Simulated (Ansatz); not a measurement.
## Geometry relaxation, with input and output: TiC$_{63}$ (part 5 of 5)

TiC$_{63}$ (defect cell, 64 atoms in the cell); DFT PBE, scalar-relativistic, plane waves, PAW, spin-polarised (Ansatz 0.2.0); cutoff 420 eV, 2×2×2 k-mesh, Gaussian smearing of 0.05 eV, collinear spins. The structure derives from an entry of the Crystallography Open Database.

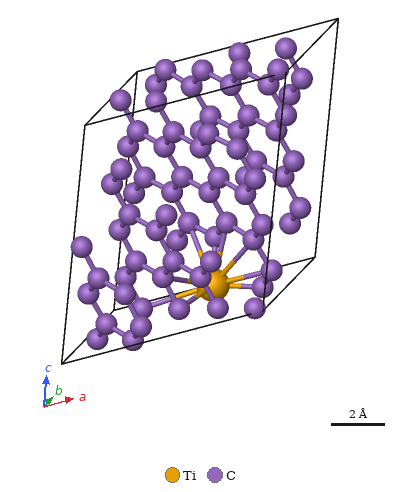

Figure 1. The geometry at step 16 of the log (ball-and-stick view of the cell of the calculation, seen slightly off an axis).

### Trajectory as extended XYZ, continued
```
64
Lattice="0.0000 -4.2540 -6.6960 -4.9120 4.2540 -6.6960 4.9120 4.2540 -6.6960" Properties=species:S:1:pos:R:3:forces:R:3 step=16 energy=-18303.26492
Ti   -3.2918    0.8494   -8.8544    0.0490  -0.0134  -0.0101
C    -2.3820    3.1869  -10.1577    0.0042   0.0047   0.0292
C    -1.1719    5.2820  -10.1391   -0.0013   0.0022  -0.0056
C     0.0377    3.1235  -16.8285   -0.0042  -0.0049   0.0021
C    -2.5220    0.3994   -6.5970   -0.0129   0.0037  -0.0155
C    -1.2966    2.5337   -6.6819    0.0024  -0.0052   0.0179
C    -0.0715    0.4021  -13.4255   -0.0006   0.0023   0.0126
C     1.1543    2.5248  -13.3810    0.0039   0.0009   0.0128
C    -1.1615    1.0162   -3.4104    0.0095   0.0053   0.0005
C     0.0562   -1.0983  -10.0873    0.0063  -0.0049  -0.0034
C     1.3005    1.0258  -10.1184    0.0010  -0.0120   0.0025
C     2.5199    3.1508  -10.0828   -0.0068   0.0039  -0.0076
C    -0.0716   -3.8504   -6.6731    0.0045   0.0013  -0.0028
C     1.1565   -1.7250   -6.6954    0.0016  -0.0017   0.0095
C     2.3835    0.4020   -6.6970    0.0000  -0.0035  -0.0006
C     3.6110    2.5302   -6.6654   -0.0075   0.0031   0.0152
C    -3.7573    2.5380   -6.6161    0.0062   0.0005   0.0250
C    -2.5277    0.4048  -13.3908    0.0007   0.0027   0.0101
C    -1.3018    2.5282  -13.4049    0.0008  -0.0021   0.0025
C    -0.0793    4.6539  -13.3261   -0.0057  -0.0080   0.0461
C    -2.3998   -1.1274  -10.1634    0.0072  -0.0048   0.0177
C    -1.1464    1.0425  -10.1854    0.0033   0.0003   0.0366
C     0.0692    3.1566  -10.1641   -0.0034   0.0022   0.0122
C     1.2893    5.2703  -10.1458   -0.0040  -0.0008   0.0054
C    -1.2972   -1.7276   -6.6799   -0.0016  -0.0007  -0.0101
C    -0.0678    0.4017   -6.6909    0.0033   0.0024   0.0086
C     1.1576    2.5289   -6.7168    0.0010   0.0000   0.0105
C     2.3852    0.4017  -13.4049    0.0009  -0.0021   0.0167
C     0.0566   -1.1108   -3.2613    0.0144   0.0207   0.0327
C     1.2854    1.0285   -3.3845    0.0026  -0.0009   0.0032
C     2.5127   -1.0996  -10.0777   -0.0020  -0.0045   0.0024
C     3.7510    1.0341   -9.9534   -0.0139  -0.0171   0.0170
C    -3.6247    3.8735  -10.0457   -0.0155   0.0022  -0.0254
C    -2.3988    5.9908  -10.1083   -0.0049   0.0032   0.0046
C    -1.1786    3.8570  -16.7306   -0.0042   0.0160  -0.0141
C     0.0297    6.0071  -16.4270   -0.0296   0.0119  -0.0276
C    -2.5253    3.2444   -6.6603   -0.0089  -0.0108  -0.0187
C    -1.2993    1.1106  -13.4167    0.0006   0.0014  -0.0087
C    -0.0755    3.2339  -13.3705    0.0041   0.0089  -0.0130
C     1.1514    5.3683  -13.2549   -0.0177   0.0117  -0.0407
C    -1.1712   -0.3897  -10.1324    0.0188  -0.0150  -0.0233
C     0.0870    1.7406  -10.1664   -0.0023   0.0071  -0.0185
C     1.2944    3.8580  -10.1249    0.0086  -0.0016  -0.0014
C     2.5244    5.9635  -10.1440   -0.0066  -0.0021  -0.0085
C    -0.0704   -1.0163   -6.6829   -0.0050   0.0040  -0.0072
C     1.1578    1.1122   -6.7076   -0.0022   0.0020  -0.0037
C     2.3844    3.2381   -6.7039    0.0041  -0.0017  -0.0128
C     3.6125    1.1097  -13.3855   -0.0026   0.0001  -0.0036
C    -3.7561    1.1123  -13.3783   -0.0011  -0.0046   0.0086
C    -2.5289    3.2381  -13.3980    0.0035   0.0040  -0.0056
C    -1.3048    5.3665  -13.3571    0.0060   0.0068  -0.0152
C    -0.0755    7.4965  -13.3415   -0.0014  -0.0067  -0.0130
C    -2.3241    1.8002  -10.1647   -0.0121  -0.0033  -0.0082
C    -1.1559    3.8782  -10.1753   -0.0026   0.0012  -0.0113
C     0.0520    5.9705  -10.1579   -0.0008   0.0002  -0.0051
C     1.2670    3.7668  -16.8327   -0.0040   0.0093   0.0033
C    -1.2924    1.1143   -6.6569    0.0113   0.0111  -0.0026
C    -0.0691    3.2391   -6.7203    0.0014  -0.0007  -0.0171
C     1.1570    1.1090  -13.4160    0.0003  -0.0019  -0.0115
C     2.3853    3.2307  -13.3515   -0.0003  -0.0175   0.0145
C     0.0582    1.7387   -3.3812   -0.0061  -0.0046  -0.0050
C     1.2842   -0.3917  -10.0829    0.0028   0.0080  -0.0028
C     2.5242    1.7343  -10.0747    0.0043  -0.0036   0.0013
C     3.7485    3.8558  -10.0702    0.0031  -0.0045  -0.0007
```

### Results in brief

```csv
quantity,value
outcome,converged
electrons treated,264
free energy,−18303.2649 eV
Fermi energy,7.661 eV
net moment of the cell,0.00 μB
integrated absolute moment,0.00 μB
final volume,559.67 Å³
largest force (length of the vector) at the end,0.052 eV/Å
hardware,"4 threads of Arm Neoverse V1, 24 GiB of memory available, shared host"
wall time,12 min (CPU time 47 min)
peak memory,3.3 GiB
```

### Notes

Warnings of the run: some starting moments were not kept.
